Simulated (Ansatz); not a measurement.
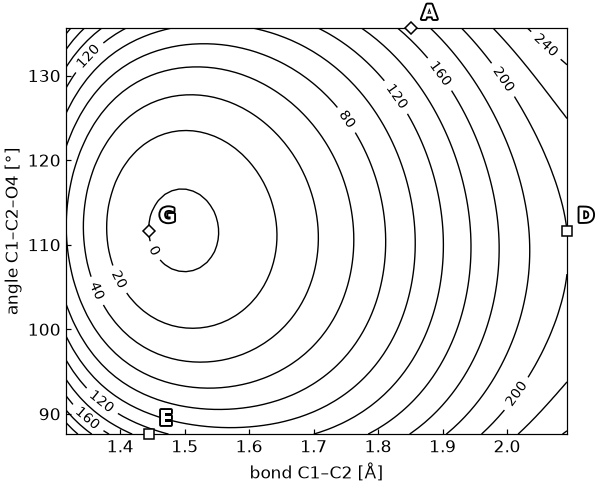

C2H4O2, SMILES CC(=O)O. Two internal coordinates are moved rigidly from the geometry relaxed at PBE0-D4/def2-TZVP, all others fixed. The first coordinate is: bond C1–C2; the second: angle C1–C2–O4. Grid: 5 × 5 points. Points are written as (first, second). Energies: kJ/mol, counted from the lowest grid point. All numbers below come from RKS PBE0-D4/def2-TZVPP in Ansatz 0.2.0.

In the figure: contour lines labelled in kJ/mol, lettered points. Between grid points the surface is interpolated.

Question: Rank the lettered points by energy, lowest first.

Answer: G (0 kJ/mol), E (129 kJ/mol), A (168 kJ/mol), D (200 kJ/mol).
